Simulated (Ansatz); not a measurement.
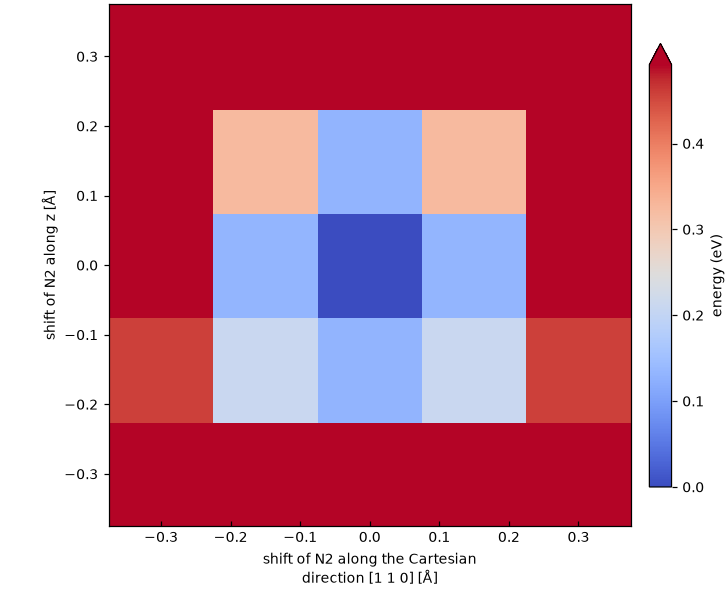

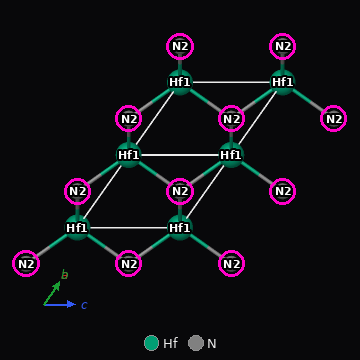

Energy landscape of HfN (F-43m, No. 216; 2 atoms in the cell). 
- Atom N2 is moved over a plane while all other atoms and the cell stay fixed (its periodic images move with it) (x, y and z along the cube axes).
- First axis: shift of N2 along the Cartesian direction [1 1 0]. Second axis: shift of N2 along z.
- The grid has 5 × 5 points; 13 points were computed and 12 follow by symmetry.
- Points are written as (first, second).
- All energies are given in eV per cell relative to the lowest grid point.
- The reference cell is the one listed in the database, not relaxed at this level.
- Computed with DFT PBEsol, scalar-relativistic, plane waves, PAW in Ansatz 0.2.0. Settings: cutoff 420 eV, k-mesh 16×16×16, gaussian smearing 0.15 eV, no spin polarisation.

The picture shows one coloured cell a grid point, one colour for all values above the top of the scale. The second picture is the structure at the lowest point

> Describe this landscape.

The lowest grid point is at (0.00 Å, 0.00 Å). It is the only kind of minimum in the scanned range. The highest grid point, (−0.30 Å, 0.30 Å), lies 1.77 eV above the lowest. Near the minimum the well is nearly round, with a curvature of about 11 eV/Å².
